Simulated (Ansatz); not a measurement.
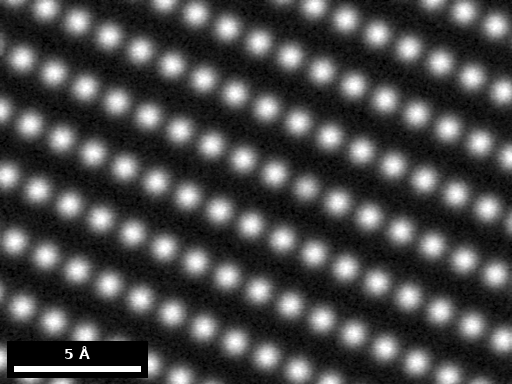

Dark-field STEM-like image of Ir (P6_3/mmc, No. 194) along [210]. Simulated incoherent Z contrast: every atom adds Z^1.6 spread by a probe of 0.66 Å full width; channelling and multiple scattering are left out. The probe carries 25 % of its weight in a tail 2.5 times as wide. The display is stretched by a gamma of 0.65; percentages refer to the linear signal. Shot noise and a slight drift were added.

The sample is 4 repeats (19.0 Å) thick. One point defect was put into the perfect crystal, without relaxing the atoms around it. Brightness is counted from the darkest point of the image. Host structure: the end point of a relaxation with Ansatz 0.2.0, DFT PBE, scalar-relativistic, plane waves, PAW; the starting structure was generated, so it need not be a known form of this composition.

Where is the defect (in Å from the left and the top edge), and what does its contrast suggest?

Answer. At about 12 Å from the left and 7 Å from the top. The column is dimmer, which points to a vacancy or a lighter atom. The column holds 4 atoms (Ir) through the sample, and one Ir atom is missing, so its peak drops to about 75 % of that of its equals.
